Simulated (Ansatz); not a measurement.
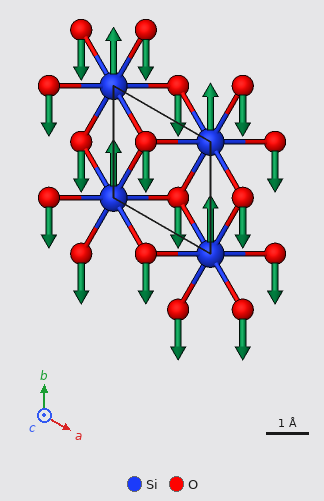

One vibrational mode of crystalline SiO₂ (a generated structure) at the zone centre. Displacements are drawn as green arrows; their common scale and sign are arbitrary. Style: ball-and-stick. Shown: the cell of the calculation, along the c axis.

Level of theory: DFT PBE+D3(BJ), scalar-relativistic, plane waves, PAW in Ansatz. (plane-wave cutoff 420 eV; k-point mesh 12 × 12 × 6; occupations fixed; no spin polarisation)

Frequencies are those without the non-analytic (LO–TO) term.

Question: Give the symmetry, activity and frequency of this mode.

Answer: This is the E_u mode (doubly degenerate; one member of the set is drawn) at 556 cm⁻¹, optical level 2 of 4, counted from below, infrared-active by symmetry. The Si sublattice moves against the O sublattice, along b; the kinetic energy is shared as Si 53 %, O 47 %. Its infrared intensity is 50 (D/Å)²/amu for the set.
